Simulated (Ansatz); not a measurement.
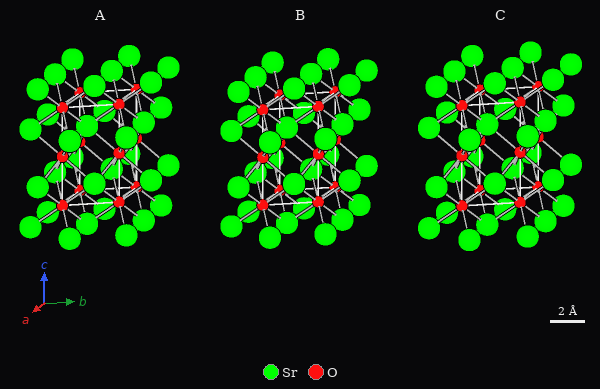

3 geometries from one relaxation of crystalline SrO (set up in P6_3/mmc), in shuffled order. A ball-and-stick model of the cell of the calculation, seen slightly off an axis.

Case: relaxed again under DFT LDA, scalar-relativistic, plane waves, PAW.

Method: Ansatz 0.2.0, DFT LDA, scalar-relativistic, plane waves, PAW. (plane-wave cutoff 420 eV; k-point mesh 9 × 9 × 4; occupations gaussian; smearing width 0.02 eV; no spin polarisation; cell and atoms relaxed; force threshold 0.005 eV/Å; at most 50 steps)

Q: Order the frames from highest to lowest energy.

A: C, B, A. They are steps 0, 1, 7, at +31.2 meV per atom, +19.0 meV per atom relative to the last. No atom moves by more than 0.005 Å relative to the cell. Cell: a = b 3.577 → 3.478 Å (−2.8 %), c 6.243 → 6.086 Å (−2.5 %). Volume −7.8 %. Among the contacts that change: Sr–Sr 3.577 → 3.478 Å, O–Sr 2.589 → 2.519 Å. The space group stays P6_3/mmc (No. 194). Over 4 accepted moves (7 points after the start) the energy falls by 31.2 meV per atom. All forces vanish by symmetry, so only the cell relaxes. The pressure goes from −6.85 to −0.02 GPa. The line search rejected the trial step at point 3 of the run. At 2 points the geometry stayed and the basis and grid were re-selected for the new cell (energy shift of 2.9 meV per atom at most each time). The run took 24 s on 1 thread of Arm Neoverse V1, on a shared host, peak memory 0.32 GiB.
